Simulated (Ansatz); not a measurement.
H₈C₃O₂: several calculations on one system

**1. Relaxation**

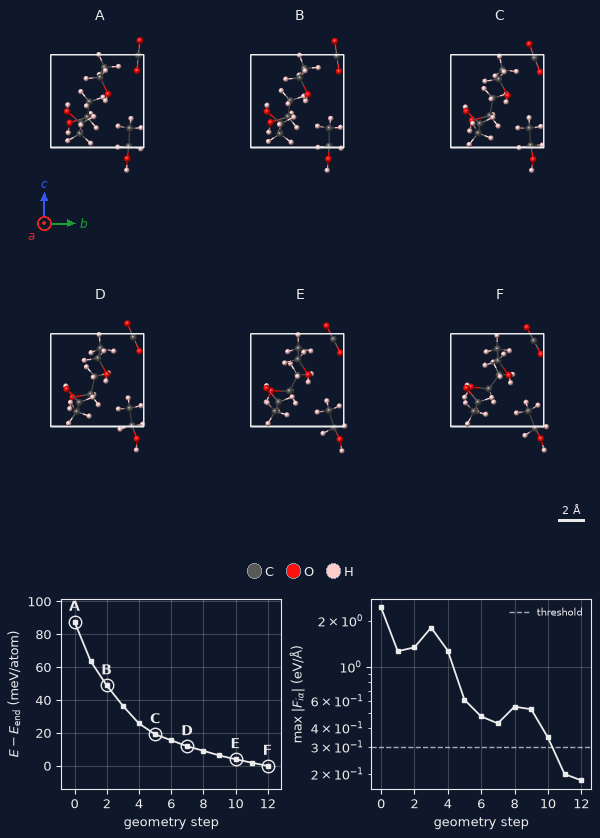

Frames of a relaxation of an amorphous cell of composition H₈C₃O₂, marked on the history of the run. Style: ball-and-stick. Shown: the cell of the calculation, along the a axis.

The cell holds 1 CO2 + 4 CH3CH2OH. The run prepares the start of a later molecular dynamics calculation, from a guessed geometry.

The calculation used DFT PBE-D3(BJ), scalar-relativistic, plane waves, PAW in Ansatz. (plane-wave cutoff 420 eV; k-point mesh 1 × 1 × 1; occupations fermi dirac; smearing width 0.02 eV; no spin polarisation; atoms relaxed in a fixed cell; force threshold 0.3 eV/Å; at most 15 steps)

Describe the path.

An H atom moves most: 1.48 Å along [1 2 0]. By element the largest moves are H 1.48 Å, O 1.17 Å, C 0.98 Å. The cell stays as it was. Among the contacts that change: C–O 1.427 → 1.449 Å, C–C 1.512 → 1.524 Å, H–O 0.971 → 0.983 Å, C–H 1.099 → 1.109 Å. Among the angles between lasting bonds that change: C–O–H 107.7° → 104.3°, O–C–H 110.9° → 108.3°, C–C–H 110.0° → 107.8°. After 12 geometry steps the energy has fallen by 87.6 meV per atom. The largest force component goes from 2.4 to 0.18 eV/Å. From step 0 to 2: an O atom moves most (0.39 Å), energy −38.6 meV per atom. From step 2 to 5: O and H atoms move most (0.53 Å), energy −29.7 meV per atom. From step 5 to 7: an H atom moves most (0.39 Å), energy −7.3 meV per atom. From step 7 to 10: an H atom moves most (0.57 Å), energy −7.9 meV per atom. From step 10 to 12: an H atom moves most (0.39 Å), energy −4.1 meV per atom.

```csv
step,"E − E(0), meV/atom","largest force component, eV/Å"
0,0.00,2.4386
1,-23.83,1.2649
2,-38.65,1.3387
3,-51.01,1.8026
4,-61.77,1.2753
5,-68.35,0.6096
6,-71.98,0.4746
7,-75.64,0.4275
8,-78.36,0.5495
9,-81.24,0.5287
10,-83.52,0.3462
11,-85.60,0.1996
12,-87.58,0.1818
```

Limits of the set-up: the program's low-accuracy preset was used; the periodic images lie only 7.1 Å apart, so the values are limited by the cell's size.

**2. Dynamics**

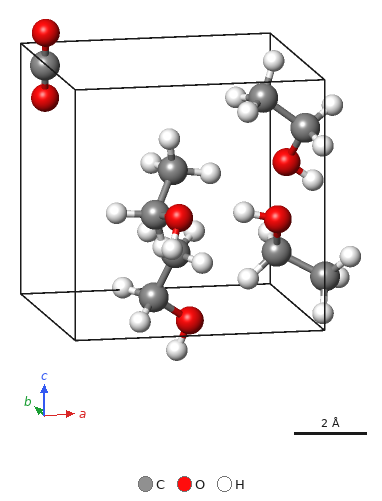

Starting frame of a dynamics run of a periodic cell with 1 CO2 + 4 CH3CH2OH at 1.044 g/cm³. The picture is a ball-and-stick view of the simulation cell, seen from a free direction.

Level of theory: Ansatz 0.2.0, DFT PBE-D3(BJ), scalar-relativistic, plane waves, PAW.

Input
```yaml
accuracy: low
crystal:
  lattice:
    - [7.134802, 0.0, 0.0]
    - [0.0, 7.134802, 0.0]
    - [0.0, 0.0, 7.134802]
  atoms:
    - { symbol: C, position: [0.07091367, 0.89664423, 0.92266157] }
    - { symbol: O, position: [0.05784426, 0.82079276, 1.06784043] }
    - { symbol: O, position: [0.08832259, 0.97323049, 0.77901406] }
    - { symbol: C, position: [0.50262981, 0.52315911, 0.55738181] }
    - { symbol: C, position: [0.40810619, 0.41164515, 0.40396024] }
    - { symbol: O, position: [0.46050398, 0.21661573, 0.42513671] }
    - { symbol: H, position: [0.41836995, 0.14932967, 0.31437977] }
    - { symbol: H, position: [0.25458993, 0.42183681, 0.41410874] }
    - { symbol: H, position: [0.45046358, 0.46283116, 0.26362814] }
    - { symbol: H, position: [0.44719222, 0.66739701, 0.56106361] }
    - { symbol: H, position: [0.47438386, 0.45740772, 0.69457028] }
    - { symbol: H, position: [0.65458401, 0.53187286, 0.53690112] }
    - { symbol: C, position: [0.58245829, 0.83900806, 0.16366719] }
    - { symbol: C, position: [0.51040563, 0.91171527, -0.02295521] }
    - { symbol: O, position: [0.66824203, 0.97095475, -0.13212777] }
    - { symbol: H, position: [0.62431817, 1.00792035, -0.25590104] }
    - { symbol: H, position: [0.43142083, 0.80039851, -0.09710951] }
    - { symbol: H, position: [0.41255811, 1.03071679, -0.00248472] }
    - { symbol: H, position: [0.46546384, 0.81179144, 0.26020253] }
    - { symbol: H, position: [0.66088712, 0.70808903, 0.14582148] }
    - { symbol: H, position: [0.67922437, 0.93989472, 0.22956834] }
    - { symbol: C, position: [0.86060569, 0.50346503, 0.83498602] }
    - { symbol: C, position: [1.03113266, 0.51091737, 0.70711617] }
    - { symbol: O, position: [0.981236, 0.62772152, 0.55045718] }
    - { symbol: H, position: [1.09073341, 0.64467629, 0.4709292] }
    - { symbol: H, position: [1.15315442, 0.57107513, 0.7813133] }
    - { symbol: H, position: [1.07094922, 0.36924772, 0.65973579] }
    - { symbol: H, position: [0.90154303, 0.49758429, 0.98179523] }
    - { symbol: H, position: [0.77910932, 0.63239385, 0.81612041] }
    - { symbol: H, position: [0.77266411, 0.38199019, 0.80430504] }
    - { symbol: C, position: [1.0535948, 0.25052099, 0.16166223] }
    - { symbol: C, position: [0.86907674, 0.29524101, 0.25938193] }
    - { symbol: O, position: [0.84587866, 0.16904322, 0.41324806] }
    - { symbol: H, position: [0.71213236, 0.1781896, 0.44474543] }
    - { symbol: H, position: [0.86876664, 0.44107084, 0.31093734] }
    - { symbol: H, position: [0.75176427, 0.27959529, 0.15968121] }
    - { symbol: H, position: [1.13620976, 0.37653782, 0.13114838] }
    - { symbol: H, position: [1.13503096, 0.15822915, 0.2546547] }
    - { symbol: H, position: [1.02996323, 0.17986028, 0.02818501] }
basis:
  ecutwfc: 420.0
kpoints:
  mp_grid: { grid: [1, 1, 1] }
hamiltonian:
  xc: pbe
  dispersion: d3bj
scf:
  occupations: { method: fermi_dirac, width: 0.02 }
  lower_state_search: "off"
md:
  timestep: 0.5
  n_steps: 260
  ensemble: nvt_langevin
  temperature: 700.0
  initial_velocities: maxwell_boltzmann
  seed: 137079
  friction: 0.02
  masses: [{ species: H, mass: 2.014 }]
```

Launched with:
```bash
ansatz run input.yaml --threads 1 --pin off --max-ram 3072MiB --backend cpu --events-out ev --progress --plain --runs-dir out
```

> What does the trajectory do?

The mean temperature in the second half is 664 K (standard deviation 81 K). The potential energy in the second half lies on average 71.0 meV per atom above the first frame. Root-mean-square distances from the starting positions over the second half, with the common drift of all atoms taken out: H 0.79 Å, O 0.42 Å, C 0.40 Å. The heavy atoms stay within a fraction of a molecule's size of their starting places, while the hydrogen atoms travel further, as molecules turn; so short a run doesn't tell a liquid from a solid.

Along the run (each row but the first and the last is the mean over the interval that it begins):

```csv
time (fs),potential energy (meV/atom),T (K)
0.0,0.0,682
13.0,47.3,568
26.0,47.3,606
39.0,56.4,568
52.0,70.1,566
65.0,71.9,610
78.0,67.8,629
91.0,70.1,635
104.0,67.2,791
117.0,78.2,654
130.0,72.0,721
```

The paths of the atoms:

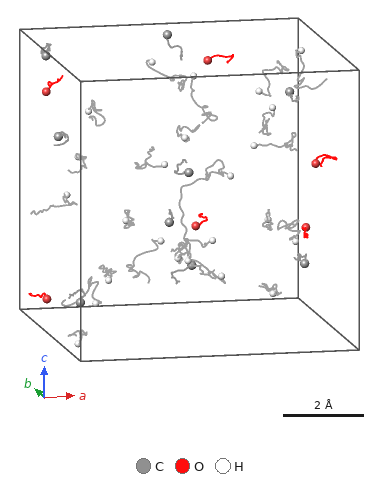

Limits of the set-up: the program's low-accuracy preset was used; masses were changed (H 2.014 u), which shifts the vibrations; the periodic images lie only 7.1 Å apart, so the values are limited by the cell's size.

**3. Dynamics**

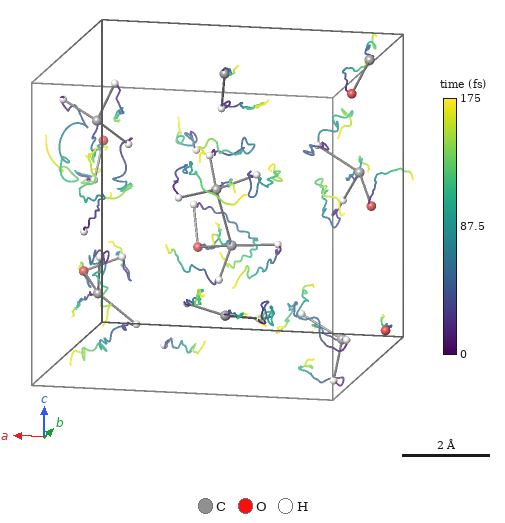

A Born-Oppenheimer molecular dynamics run of a periodic cell with 1 CO2 + 4 CH3CH2OH at 1.044 g/cm³, 175 fs long. It starts from the last geometry of an earlier run, with fresh velocities. Lines trace each atom's path, coloured by time; spheres stand at the starting positions. Seen from a free direction in the simulation cell.

The calculation used DFT PBE-D3(BJ), scalar-relativistic, plane waves, PAW (Ansatz 0.2.0). Run with plane-wave cutoff 420 eV; k-point mesh 1 × 1 × 1; Fermi-Dirac smearing 0.02 eV; low-accuracy preset; constant energy (NVE); velocities drawn for 700 K; time step 0.5 fs; H given the mass 2.014 u.

Describe the motion.

Answer. Root-mean-square distances from the starting positions over the second half, with the common drift of all atoms taken out: H 1.20 Å, O 0.84 Å, C 0.74 Å. The heavy atoms stay within a fraction of a molecule's size of their starting places; so short a run doesn't tell a liquid from a solid. The total energy stays between −0.092 and 0.18 meV per atom of its start. A straight-line fit has a slope that amounts to +0.0076 meV per atom over 175 fs (under 0.1 % of the mean kinetic energy), and the ripple about it is 0.6 % of the kinetic energy's fluctuation. With a drift under 2 % and a ripple under 7 %, the integration is accurate.

Limits of the set-up: the program's low-accuracy preset was used; masses were changed (H 2.014 u), which shifts the vibrations; the periodic images lie only 7.1 Å apart, so the values are limited by the cell's size.
